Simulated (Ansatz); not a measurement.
## Geometry relaxation, with input and output: AlGa₃As₄ (part 2 of 2)

AlGa₃As₄ (P3m1, 8 atoms in the cell); DFT r2SCAN, scalar-relativistic, plane waves, PAW, no spin polarisation (Ansatz 0.2.0); cutoff 500 eV, 12×12×2 k-mesh, Gaussian smearing of 0.02 eV. The structure was made by swapping elements on the sites of another compound; it need not be a known phase. It belongs to a series of runs on one base structure; here: In -> Al, N -> As on all its sites, cell and atoms relaxed.

Geometry of the input (Å; fractional positions):
```
4.0020  0.0000  0.0000
-2.0010  3.4658  0.0000
0.0000  0.0000  13.1467
Al 0.0000  0.0000  0.9995
Ga 0.6667  0.3333  0.2486
Ga 0.6667  0.3333  0.7485
Ga 0.0000  0.0000  0.4987
As 0.6667  0.3333  0.0615
As 0.6667  0.3333  0.5615
As 0.0000  0.0000  0.3116
As 0.0000  0.0000  0.8120
```

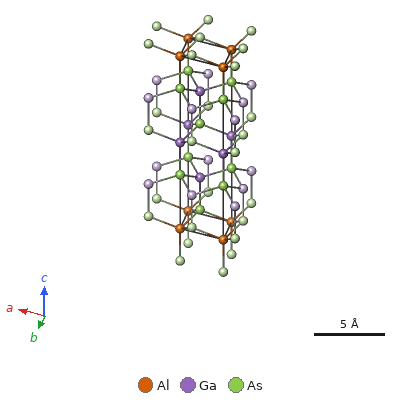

Figure 1. The geometry at step 3 of the log (ball-and-stick view of the cell of the calculation, seen at an oblique angle; neighbours outside the cell are drawn fainter).

```
basis re-selected at this cell: Δ(F+E_penalty+E_count) = +1.213e-7 eV, ΔP = +0.000 GPa vs the last step (what re-selecting the basis moved, of the pressure what is left beyond the Pulay correction that the steps carried, after the strain that the cell walked since its last selection, with what the two solves' SCF thresholds leave and, on support functions, any second-order correction that the steps lacked; it is no measure of the basis error at this ecutwfc). The dense FFT grid was sized anew with the basis: this SCF ran on 30×30×100 points, the steps before it on 30×30×96, so part of this shift can come from that change (see relax.cell in the input reference). This SCF's stress stands 2.43e-2 GPa from its target on what of the cell is left free (relax.cell.stress_tol is 1.00e-1 GPa) and its largest allowed force component is 8.71e-3 eV/Å (relax.f_tol is 1.00e-2 eV/Å): within both
SCF converged after 5 iterations
Free energy (F): -31373.423479 eV
Harris-Foulkes:  -31373.423479 eV  (|F-HF|=1.87e-9)
Internal energy: -31373.423479 eV  (E = F + TS)
E sigma→0 (E₀):  -31373.423479 eV
Fermi energy:    8.060866 eV
--- Per-component energies (eV) ---
  E_band       = -1289.335105
  E_kinetic    = 782.150807
  E_local      = -15010.686239  (includes V_loc(G=0)·N_el)
  E_nonlocal   = -1388.579245
  E_hartree    = 7624.248826
  E_xc         = -520.753099
  E_vxc        = -546.978007  (∫ρ·V_xc dr)
  E_paw        = -13877.727692  (= ΣΔE_a)
  E_vpaw       = -401.790699  (= ΣTr[D̂ρ^β])
  E_aug_tail   = -0.000135  (compensation charges beyond the density's cutoff)
  E_vtau       = 28.050527  (kinetic-family band-sum trace: ∫τ·v_τ [+ j·A + Jᵃ·Aᵃ] dr)
  E_ewald      = -8974.227753
  E_core_change = -7.848949  (= ΣΔE_core)
  E_smearing   = -0.000000  (= −TS)
  E_closure    = 0.000000  (closes the sum)
  Σ components = -31373.423479   (vs F -31373.423479, Δ=0.00e0)
--- Forces (eV/Å), atoms counted from 1 ---
  atom   1  Al     0.00000000    -0.00000000     0.00459974
  atom   2  Ga     0.00000000     0.00000000     0.00767460
  atom   3  Ga     0.00000000     0.00000000     0.00850607
  atom   4  Ga     0.00000000    -0.00000000     0.00870776
  atom   5  As     0.00000000     0.00000000    -0.00565378
  atom   6  As     0.00000000     0.00000000    -0.00845269
  atom   7  As     0.00000000    -0.00000000    -0.00867388
  atom   8  As     0.00000000    -0.00000000    -0.00669442
  max |Σ_I F_I| component: 1.34e-5 eV/Å
--- Stress (GPa, compression-positive) ---
       -0.017791      -0.000000       0.000000
        0.000000      -0.017791       0.000000
        0.000000      -0.000000       0.024295
  P = ⅓ Tr σ = -0.0038 GPa (-0.038 kbar)
--- Band table (eV; the first three rows and the last of 38) ---
  k-point 0: bands = ["-28.2737", "-28.2712", "-28.2712", "-28.2649", "-28.2627", "-28.2627", "-28.2598", "-28.2598", "-28.2511", "-28.2511", "-28.1812", "-28.1812", "-28.1632", "-28.1583", "-28.1583", "-28.0222", "-28.0079", "-28.0079", "-27.9862", "-27.9862", "-7.7943", "-7.7671", "-7.7316", "-7.7202", "-7.7202", "-7.7082", "-7.7082", "-7.7013", "-7.7013", "-7.6454", "-7.6454", "-7.6323", "-7.6323", "-7.6259", "-7.6259", "-5.5711", "-4.9439", "-4.7766", "-3.8163", "0.8666", "3.2030", "3.5354", "6.2506", "6.2506", "6.7265", "6.7265", "6.8775", "6.8775", "7.3018", "7.5121", "7.5121", "8.6094", "8.9265", "9.4310", "10.0672", "11.4313", "11.4313", "11.8301", "12.1524", "12.1524", "12.2754", "12.2754"]
  k-point 1: bands = ["-28.2737", "-28.2712", "-28.2712", "-28.2649", "-28.2627", "-28.2627", "-28.2598", "-28.2598", "-28.2511", "-28.2511", "-28.1812", "-28.1812", "-28.1632", "-28.1583", "-28.1583", "-28.0222", "-28.0079", "-28.0079", "-27.9862", "-27.9862", "-7.7945", "-7.7666", "-7.7319", "-7.7202", "-7.7202", "-7.7082", "-7.7082", "-7.7013", "-7.7013", "-7.6454", "-7.6454", "-7.6322", "-7.6322", "-7.6260", "-7.6260", "-5.4620", "-5.2955", "-4.2496", "-4.1283", "1.4632", "1.7662", "5.3918", "5.7176", "6.3368", "6.3368", "6.4711", "6.4711", "7.1902", "7.1902", "7.3639", "7.3639", "8.8803", "9.0926", "9.7390", "10.4448", "11.5974", "11.5974", "11.6995", "11.6995", "11.8701", "12.1002", "12.8824"]
  k-point 2: bands = ["-28.2737", "-28.2712", "-28.2711", "-28.2648", "-28.2627", "-28.2626", "-28.2598", "-28.2597", "-28.2512", "-28.2511", "-28.1812", "-28.1811", "-28.1631", "-28.1583", "-28.1583", "-28.0221", "-28.0079", "-28.0079", "-27.9862", "-27.9861", "-7.7968", "-7.7694", "-7.7336", "-7.7217", "-7.7183", "-7.7090", "-7.7063", "-7.6994", "-7.6992", "-7.6463", "-7.6453", "-7.6333", "-7.6321", "-7.6271", "-7.6256", "-5.4968", "-4.8746", "-4.7124", "-3.7616", "0.9078", "3.1655", "3.5058", "5.6287", "6.1082", "6.2239", "6.3385", "6.6033", "6.6666", "6.7421", "7.2262", "7.4157", "9.2585", "9.5241", "9.9577", "10.5024", "11.3237", "11.6048", "11.9013", "12.0361", "12.0813", "12.4021", "12.5318"]
  k-point 37: bands = ["-28.2728", "-28.2711", "-28.2707", "-28.2639", "-28.2625", "-28.2622", "-28.2595", "-28.2595", "-28.2509", "-28.2509", "-28.1805", "-28.1802", "-28.1622", "-28.1586", "-28.1585", "-28.0211", "-28.0083", "-28.0081", "-27.9854", "-27.9852", "-7.8289", "-7.8179", "-7.7883", "-7.7210", "-7.7006", "-7.6877", "-7.6815", "-7.6782", "-7.6753", "-7.6479", "-7.6468", "-7.6358", "-7.6349", "-7.6331", "-7.6277", "-3.3850", "-3.2442", "-3.2363", "-3.1921", "0.9205", "0.9349", "0.9457", "1.9244", "3.1228", "3.1557", "4.2946", "4.3441", "5.0425", "5.0709", "5.0757", "5.1313", "10.5849", "10.8665", "11.0504", "11.1858", "11.2186", "11.6996", "14.0702", "14.1960", "14.2011", "14.2108", "14.4167"]
--- Relaxed structure (3 steps of the walk, 3 accepted, 1 SCFs on fresh bases) ---
  F+E_penalty+E_count = -31373.42347892 eV   max|allowed force component| = 8.706e-3 eV/Å   (the final SCF, on the basis selected at the relaxed cell)
  cell:  # Å, volume = 182.3165 Å³
    - [3.9971783695419854, 0.0, 5.297858546507392e-19]
    - [-1.9985891847709927, 3.4616580114810223, -2.648929273253696e-19]
    - [1.7403550226157836e-18, -2.9766699123461155e-34, 13.176143538043119]
  atoms:
    - { symbol: Al, position: [-2.78240437494517e-17, -6.899795640314434e-34, 0.9993280215973971] }
    - { symbol: Ga, position: [0.6666666666666666, 0.33333333333333326, 0.24857110432996354] }
    - { symbol: Ga, position: [0.6666666666666666, 0.33333333333333326, 0.7483050662200609] }
    - { symbol: Ga, position: [-2.778436747679515e-17, -8.75208977194247e-34, 0.4986162173356789] }
    - { symbol: As, position: [0.6666666666666666, 0.33333333333333326, 0.06169382280599269] }
    - { symbol: As, position: [0.6666666666666666, 0.33333333333333326, 0.5615506309101923] }
    - { symbol: As, position: [-2.7702363575964677e-17, -1.8754478082733864e-33, 0.3117474414115438] }
    - { symbol: As, position: [-2.7741955531518982e-17, -1.8754478082733864e-33, 0.8119886954891704] }
```

### Trajectory as extended XYZ (Å, eV, eV/Å), 4 frames, from step=1 to step=4
```
8
Lattice="4.0020 0.0000 0.0000 -2.0010 3.4658 0.0000 0.0000 0.0000 13.1467" Properties=species:S:1:pos:R:3:forces:R:3 step=1 energy=-31373.42283 pressure_GPa=-0.01
Al    0.0000    0.0000   13.1400    0.0000   0.0000  -0.0019
Ga    2.0010    1.1553    3.2684    0.0000   0.0000   0.0096
Ga    2.0010    1.1553    9.8397    0.0000   0.0000   0.0110
Ga    0.0000    0.0000    6.5560    0.0000   0.0000   0.0173
As    2.0010    1.1553    0.8084    0.0000   0.0000   0.0036
As    2.0010    1.1553    7.3817    0.0000   0.0000  -0.0157
As    0.0000    0.0000    4.0968    0.0000   0.0000  -0.0128
As    0.0000    0.0000   10.6745    0.0000   0.0000  -0.0111
8
Lattice="3.9942 0.0000 0.0000 -1.9971 3.4590 0.0000 0.0000 0.0000 13.1961" Properties=species:S:1:pos:R:3:forces:R:3 step=2 energy=-31373.42314 pressure_GPa=-0.01
Al    0.0000    0.0000   13.1851    0.0000   0.0000   0.0227
Ga    1.9971    1.1530    3.2787    0.0000   0.0000   0.0209
Ga    1.9971    1.1530    9.8728    0.0000   0.0000   0.0223
Ga    0.0000    0.0000    6.5784    0.0000   0.0000   0.0206
As    1.9971    1.1530    0.8159    0.0000   0.0000  -0.0183
As    1.9971    1.1530    7.4119    0.0000   0.0000  -0.0206
As    0.0000    0.0000    4.1159    0.0000   0.0000  -0.0250
As    0.0000    0.0000   10.7166    0.0000   0.0000  -0.0230
8
Lattice="3.9972 0.0000 0.0000 -1.9986 3.4617 0.0000 0.0000 0.0000 13.1761" Properties=species:S:1:pos:R:3:forces:R:3 step=3 energy=-31373.42348 pressure_GPa=-0.00
Al    0.0000    0.0000   13.1673    0.0000   0.0000   0.0045
Ga    1.9986    1.1539    3.2752    0.0000   0.0000   0.0077
Ga    1.9986    1.1539    9.8598    0.0000   0.0000   0.0085
Ga    0.0000    0.0000    6.5698    0.0000   0.0000   0.0088
As    1.9986    1.1539    0.8129    0.0000   0.0000  -0.0056
As    1.9986    1.1539    7.3991    0.0000   0.0000  -0.0084
As    0.0000    0.0000    4.1076    0.0000   0.0000  -0.0086
As    0.0000    0.0000   10.6989    0.0000   0.0000  -0.0066
8
Lattice="3.9972 0.0000 0.0000 -1.9986 3.4617 0.0000 0.0000 0.0000 13.1761" Properties=species:S:1:pos:R:3:forces:R:3 step=4 energy=-31373.42348 pressure_GPa=-0.00
Al    0.0000    0.0000   13.1673    0.0000   0.0000   0.0046
Ga    1.9986    1.1539    3.2752    0.0000   0.0000   0.0077
Ga    1.9986    1.1539    9.8598    0.0000   0.0000   0.0085
Ga    0.0000    0.0000    6.5698    0.0000   0.0000   0.0087
As    1.9986    1.1539    0.8129    0.0000   0.0000  -0.0057
As    1.9986    1.1539    7.3991    0.0000   0.0000  -0.0085
As    0.0000    0.0000    4.1076    0.0000   0.0000  -0.0087
As    0.0000    0.0000   10.6989    0.0000   0.0000  -0.0067
```

### Key numbers

| quantity | value |
| --- | --- |
| outcome | converged |
| space group (tolerance 0.01 Å) | P3m1 (156) |
| electrons treated | 102 |
| free energy | −31373.4235 eV |
| Fermi energy | 8.061 eV |
| gap on the k-point mesh | 1.10 eV |
| pressure | 0.00 GPa |
| final volume | 182.32 Å³ |
| largest force (length of the vector) at the end | 0.009 eV/Å |
| final cell | a = 3.997 Å, b = 3.997 Å, c = 13.176 Å, α = 90.00°, β = 90.00°, γ = 120.00° |
| wall time | 1.9 min (CPU time 3.6 min) |
| peak memory | 1 GiB |
